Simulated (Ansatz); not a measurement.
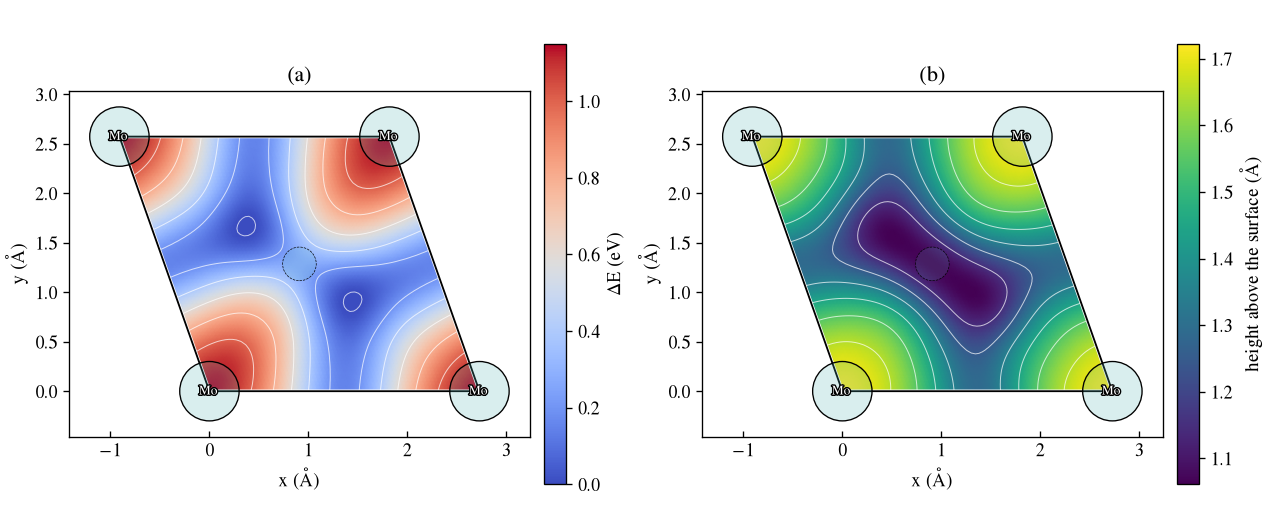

H on a Mo(110) slab cut from the Im-3m phase, its upper half relaxed before the scan (3 atoms of substrate and one adsorbate in a 1 × 1 cell). H is moved over the surface cell; relaxed at each place: the height of the adsorbate's atoms; substrate rigid; the origin of the map has the adsorbate above Mo3. Places are given modulo a cell vector. The map is drawn in real space over the plane of the surface. The scan uses a 6 × 6 grid; 13 points were computed and 23 follow by symmetry. Energies: eV, counted from the lowest grid point. With one adsorbate in each 1 × 1 cell, its nearest image is 2.7 Å away, so neighbouring adsorbates interact. These are results of DFT r2SCAN, scalar-relativistic, plane waves, PAW (Ansatz 0.2.0), not measurements. Settings: cutoff 500 eV, k-mesh 10×10×1, gaussian smearing 0.1 eV, no spin polarisation.

Panel (a) is the energy and panel (b) the computed height above the surface on the same grid.

Drawn: a smooth colour map with a few white contour lines, labelled circles for the atoms of the top layer and small ones for the second layer, the outline of one cell of the plane. Between grid points the surface is interpolated.

Q: How does the height above the surface vary over the map, and what is it at the lowest grid point?

A: It runs from 1.07 Å at a bridge site between two Mo atoms, over a second-layer Mo atom, (3/6, 3/6) of the cell vectors to 1.72 Å at the top site over a surface Mo atom, (0/6, 0/6) of the cell vectors. At the lowest grid point, (2/6, 4/6) of the cell vectors [nearest 1 Mo at 1.85 Å], it is 1.11 Å.
